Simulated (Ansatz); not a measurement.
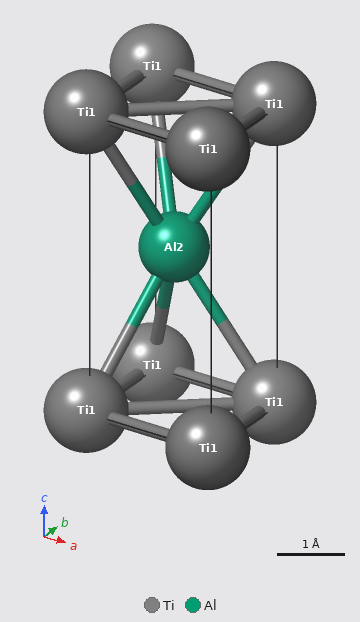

**Figure 1.** The structure as given in the input (ball-and-stick view of the cell of the calculation, seen slightly off an axis; atoms are numbered from 1 in the order of the input). An atom can appear more than once, as a periodic image. Near neighbours in the periodic cell (some may lie outside the picture): Ti has 6 Al at 2.77 to 2.97 Å and 6 Ti at 2.85 Å; Al has 6 Al at 2.85 Å and 6 Ti at 2.77 to 2.97 Å.

# TiAl: one change and its effect

System: TiAl (Pm, 2 atoms in the cell).
Method of the first run: DFT PBEsol, scalar-relativistic, plane waves, PAW, no spin polarisation (Ansatz 0.2.0).

The structure derives from a Materials Project entry. Text and figures count atoms from 1; the logs count them from 0 in places.

Input file, the first run:
```yaml
crystal:
  lattice:
    - [2.8478212847, 0.0, 0.0]
    - [-1.4239106423, 2.466285578, 0.0]
    - [0.0, 0.0, 4.6199447394]
  atoms:
    - { symbol: Ti, position: [-0.0499557236, 0.0405468048, 0.0] }
    - { symbol: Al, position: [0.3333333333, 0.6666666667, 0.5] }
basis:
  ecutwfc: 420
kpoints:
  mp_grid: { grid: [24, 24, 14] }
hamiltonian:
  xc: pbesol
scf:
  occupations: { method: gaussian, width: 0.15 }
output:
  forces: true
  stress: true
  eigenvalues: true
  write_density: true
  write_potential: true
  elf: true
  volumetric_format: npy
```

Command:
```bash
ansatz run input.yaml --threads 2 --pin off --max-ram 5120MiB --backend cpu --events-out ev --progress --plain --runs-dir out
```

Hardware: 2 threads of Intel Xeon (Granite Rapids), 192 GiB of memory available, shared host.

Output, shortened to warnings, some set-up lines, iterations and results (the first run):
```
Basis set: ecut = 420 eV, 627 PW (Γ), exchange–correlation on 40×40×64 points (8 copies of the dense FFT grid, shifted against one another)
Symmetry: 2 space group operations
k-points: 2320 of 8064 (time reversal used)
Initial density: superposition of atomic densities (neutral atoms: chi_scale 0, normalization atom), corrected by the library's trained network
[...]
SCF iter   1: F=—  HF=-2998.929110 eV  |F-HF|=—  |Δ(HF+E_count)|=         —  Δρ=9.94e-3  dr2=4.71e-2  ethr=1.77e-3  ⟨swp⟩=5.0  Hψ=139954  notcnv=0
SCF iter   2: F=—  HF=-2998.923853 eV  |F-HF|=—  |Δ(HF+E_count)|=   5.26e-3  Δρ=6.25e-3  dr2=2.27e-2  ethr=3.14e-4  ⟨swp⟩=1.0  Hψ=46400  notcnv=0
SCF iter   3: F=—  HF=-2998.920107 eV  |F-HF|=—  |Δ(HF+E_count)|=   3.75e-3  Δρ=1.19e-3  dr2=1.03e-3  ethr=1.51e-4  ⟨swp⟩=1.9  Hψ=31330  notcnv=0
SCF iter   4: F=—  HF=-2998.919846 eV  |F-HF|=—  |Δ(HF+E_count)|=   2.61e-4  Δρ=3.01e-4  dr2=1.44e-5  ethr=6.86e-6  ⟨swp⟩=2.2  Hψ=37427  notcnv=0
SCF iter   5: F=—  HF=-2998.919814 eV  |F-HF|=—  |Δ(HF+E_count)|=   3.24e-5  Δρ=4.05e-5  dr2=4.39e-7  ethr=9.60e-8  ⟨swp⟩=2.6  Hψ=44830  notcnv=0
SCF iter   6: F=-2998.919814 eV  HF=-2998.919814 eV  |F-HF|=4.90e-9  |Δ(HF+E_count)|=   5.58e-8  Δρ=5.68e-6  dr2=7.86e-9  ethr=6.67e-10  ⟨swp⟩=8.1  Hψ=160539  notcnv=0
SCF 1 converged in 6 iterations: F = -2998.919814 eV  dr2 = 7.86e-9
SCF converged after 6 iterations
Free energy (F): -2998.919814 eV
Harris-Foulkes:  -2998.919814 eV  (|F-HF|=4.90e-9)
Internal energy: -2998.891103 eV  (E = F + TS)
E sigma→0 (E₀):  -2998.905459 eV
Entropy (-TS):   -0.028710 eV (-14.355 meV/atom)
Fermi energy:    10.691984 eV
--- Per-component energies (eV) ---
  E_band       = -164.589097
  E_kinetic    = 296.341640
  E_local      = -1142.788228  (includes V_loc(G=0)·N_el)
  E_nonlocal   = 20.090171
  E_hartree    = 493.757466
  E_xc         = -136.635483
  E_vxc        = -151.346398  (∫ρ·V_xc dr)
  E_paw        = -1477.497921  (= ΣΔE_a)
  E_vpaw       = -174.398246  (= ΣTr[D̂ρ^β])
  E_aug_tail   = 0.000112  (compensation charges beyond the density's cutoff)
  E_ewald      = -1052.317383
  E_core_change = 0.158523  (= ΣΔE_core)
  E_smearing   = -0.028710  (= −TS)
  E_closure    = 0.000000  (closes the sum)
  Σ components = -2998.919814   (vs F -2998.919814, Δ=0.00e0)
--- Forces (eV/Å), atoms counted from 1 ---
  atom   1  Ti     0.30848885    -0.12835228    -0.00000000
  atom   2  Al    -0.30851469     0.12836107     0.00000000
  max |Σ_I F_I| component: 2.58e-5 eV/Å
--- Stress (GPa, compression-positive) ---
       -1.657756       3.368042       0.000000
        3.368042       1.805811       0.000000
        0.000000       0.000000       1.038137
  P = ⅓ Tr σ = 0.3954 GPa (3.954 kbar)
```

For the second run the input was changed thus:
```diff
-    - { symbol: Ti, position: [-0.0499557236, 0.0405468048, 0.0] }
+    - { symbol: Ti, position: [-0.0756613679, -0.0810936097, 0.0] }
```

Predict how the results change.

With the same functional and potentials, the second run lies 3.9 meV per atom higher. The largest force goes from 0.334 to 0.454 eV/Å. The number of SCF iterations is the same.

Output, shortened to warnings, some set-up lines, iterations and results (the second run):
```
Basis set: ecut = 420 eV, 627 PW (Γ), exchange–correlation on 40×40×64 points (8 copies of the dense FFT grid, shifted against one another)
Symmetry: 2 space group operations
k-points: 2320 of 8064 (time reversal used)
Initial density: superposition of atomic densities (neutral atoms: chi_scale 0, normalization atom), corrected by the library's trained network
[...]
SCF iter   1: F=—  HF=-2998.921326 eV  |F-HF|=—  |Δ(HF+E_count)|=         —  Δρ=9.93e-3  dr2=4.71e-2  ethr=1.77e-3  ⟨swp⟩=5.0  Hψ=140009  notcnv=0
SCF iter   2: F=—  HF=-2998.916079 eV  |F-HF|=—  |Δ(HF+E_count)|=   5.25e-3  Δρ=6.25e-3  dr2=2.27e-2  ethr=3.14e-4  ⟨swp⟩=1.0  Hψ=46400  notcnv=0
SCF iter   3: F=—  HF=-2998.912337 eV  |F-HF|=—  |Δ(HF+E_count)|=   3.74e-3  Δρ=1.19e-3  dr2=1.02e-3  ethr=1.51e-4  ⟨swp⟩=1.9  Hψ=31345  notcnv=0
SCF iter   4: F=—  HF=-2998.912077 eV  |F-HF|=—  |Δ(HF+E_count)|=   2.60e-4  Δρ=3.00e-4  dr2=1.45e-5  ethr=6.82e-6  ⟨swp⟩=2.3  Hψ=37584  notcnv=0
SCF iter   5: F=—  HF=-2998.912044 eV  |F-HF|=—  |Δ(HF+E_count)|=   3.30e-5  Δρ=4.07e-5  dr2=4.28e-7  ethr=9.67e-8  ⟨swp⟩=2.7  Hψ=44830  notcnv=0
SCF iter   6: F=-2998.912044 eV  HF=-2998.912044 eV  |F-HF|=5.51e-9  |Δ(HF+E_count)|=   5.87e-8  Δρ=6.22e-6  dr2=8.53e-9  ethr=6.67e-10  ⟨swp⟩=8.1  Hψ=161485  notcnv=0
SCF 1 converged in 6 iterations: F = -2998.912044 eV  dr2 = 8.53e-9
SCF converged after 6 iterations
Free energy (F): -2998.912044 eV
Harris-Foulkes:  -2998.912044 eV  (|F-HF|=5.51e-9)
Internal energy: -2998.883315 eV  (E = F + TS)
E sigma→0 (E₀):  -2998.897680 eV
Entropy (-TS):   -0.028729 eV (-14.364 meV/atom)
Fermi energy:    10.692028 eV
--- Per-component energies (eV) ---
  E_band       = -164.579265
  E_kinetic    = 296.354875
  E_local      = -1142.866872  (includes V_loc(G=0)·N_el)
  E_nonlocal   = 20.102385
  E_hartree    = 493.794068
  E_xc         = -136.636762
  E_vxc        = -151.347850  (∫ρ·V_xc dr)
  E_paw        = -1477.503893  (= ΣΔE_a)
  E_vpaw       = -174.407130  (= ΣTr[D̂ρ^β])
  E_aug_tail   = 0.000112  (compensation charges beyond the density's cutoff)
  E_ewald      = -1052.285753
  E_core_change = 0.158523  (= ΣΔE_core)
  E_smearing   = -0.028729  (= −TS)
  E_closure    = -0.000000  (closes the sum)
  Σ components = -2998.912044   (vs F -2998.912044, Δ=0.00e0)
--- Forces (eV/Å), atoms counted from 1 ---
  atom   1  Ti     0.30893164     0.33297571     0.00000000
  atom   2  Al    -0.30896635    -0.33300355    -0.00000000
  max |Σ_I F_I| component: 3.47e-5 eV/Å
--- Stress (GPa, compression-positive) ---
        3.370622       1.401579       0.000000
        1.401579      -3.285533      -0.000000
        0.000000      -0.000000       1.281667
  P = ⅓ Tr σ = 0.4556 GPa (4.556 kbar)
```

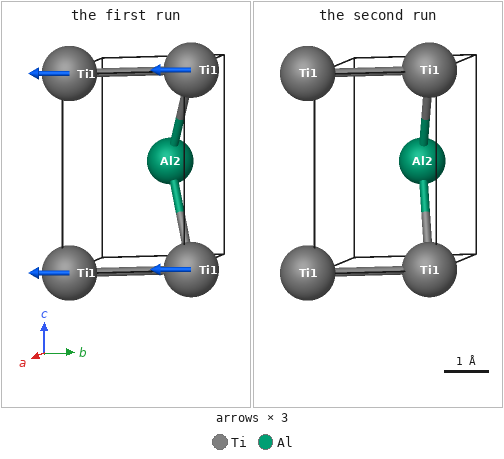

**Figure 2.** The two input geometries at one scale (ball-and-stick view of the cell of the calculation, seen slightly off an axis). The blue arrows on the first give the shifts of the atoms relative to the cell, magnified 3 times. Ti1 moves most: 0.32 Å. Al stays in place. The cell stays as it was. Among the contacts that change: Ti1–Al2 2.786 → 2.958 Å.

The two runs side by side:

```tsv
quantity	the first run	the second run
outcome	converged	converged
free energy per atom (eV)	−1499.4599	−1499.4560
energy per atom, smearing taken to zero (eV)	−1499.4527	−1499.4488
gap on the mesh (eV)	0.00	0.00
pressure (GPa)	0.40	0.46
largest force (eV/Å)	0.334	0.454
SCF iterations	6	6
irreducible k-points	2320	2320
plane waves at Γ	627	627
wall time (shared host)	24 s	24 s
```
